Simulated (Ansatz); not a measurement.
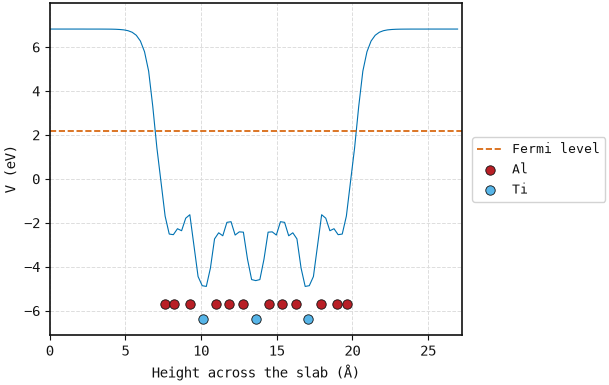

Plane-averaged electrostatic potential energy of an electron across the slab; circles at the bottom mark the heights of the atoms (positions after relaxation).

System: a (101) slab cut from TiAl₃ (I4/mmm), of composition TiAl₄ (not the bulk's), ended by Al planes, 15 atoms in the cell; a = 3.82 Å, b = 5.06 Å, c = 27.22 Å, α = 90.00°, β = 90.00°, γ = 112.18°.

Ansatz 0.2.0; DFT r2SCAN, scalar-relativistic, plane waves, PAW, no spin polarisation, 10×8×1 k mesh, 500 eV cutoff.

### What is the work function?

The work function is 4.64 eV, the same on both faces. The two vacuum levels agree, so the slab has no net dipole along its normal.

### How thick are slab and vacuum?

The outermost atoms are 12.0 Å apart, which leaves 15.2 Å of vacuum in a cell 27.2 Å high.
